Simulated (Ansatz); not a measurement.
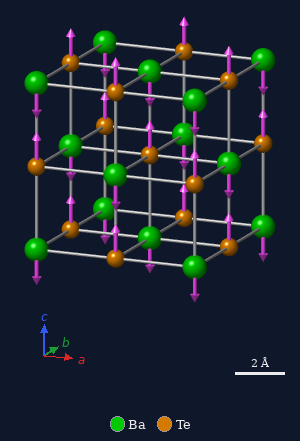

The lowest optical mode of a crystal of BaTe (a generated structure), space group Fm-3m (No. 225), at the zone centre. The pink arrows give the relative displacements of the atoms. The picture is a ball-and-stick view of the conventional cell (4 times the calculation's cell), seen slightly off an axis. Lengths and directions refer to the drawn axes.

Level of theory: DFT PBE, scalar-relativistic, plane waves, PAW (Ansatz 0.2.0).

The input:
```yaml
crystal:
  lattice:
    - [0.0, 3.5325585081, 3.5325585081]
    - [3.5325585081, 0.0, 3.5325585081]
    - [3.5325585081, 3.5325585081, 0.0]
  atoms:
    - { symbol: Ba, position: [0.0, 0.0, 0.0] }
    - { symbol: Te, position: [0.5, 0.5, 0.5] }
basis:
  ecutwfc: 420
kpoints:
  mp_grid: { grid: [8, 8, 8] }
hamiltonian:
  xc: pbe
scf:
  occupations: { method: fixed }
output:
  eigenvalues: true
phonons:
  method: dfpt
  dielectric: true
  rigid_motions: translations
  eigenvectors: true
  qmesh: [2, 2, 2]
  temperatures: { t_max: 1000, t_step: 100 }
  qpath:
    path:
      - [[0.0, 0.0, 0.0], [0.5, 0.0, 0.5], [0.625, 0.25, 0.625]]
      - [[0.375, 0.375, 0.75], [0.0, 0.0, 0.0], [0.5, 0.5, 0.5], [0.5, 0.25, 0.75], [0.5, 0.0, 0.5]]
    npoints: 8
```

Launched with:
```bash
ansatz run input.yaml --threads 1 --pin off --max-ram 2560MiB --backend cpu --events-out ev --progress --plain --runs-dir out
```

Frequencies are those without the non-analytic (LO–TO) term.

Question: Is the structure stable against all modes at this point?

Answer: Yes: this softest mode has a real frequency, and so have all others here. That speaks for this wave vector alone: the rest of the zone wasn't checked in this run. This is the T₁u mode (triply degenerate; one member of the set is drawn) at 10.9 meV, the only optical level, infrared-active by symmetry. The Te sublattice moves against the Ba sublattice, along c; it stretches the shortest Ba–Te bonds (3.53 Å); the kinetic energy is shared as Te 52 %, Ba 48 %. Its infrared intensity is 7 (D/Å)²/amu for the set. The value is the transverse one; the longitudinal partner lies at 132 cm⁻¹.
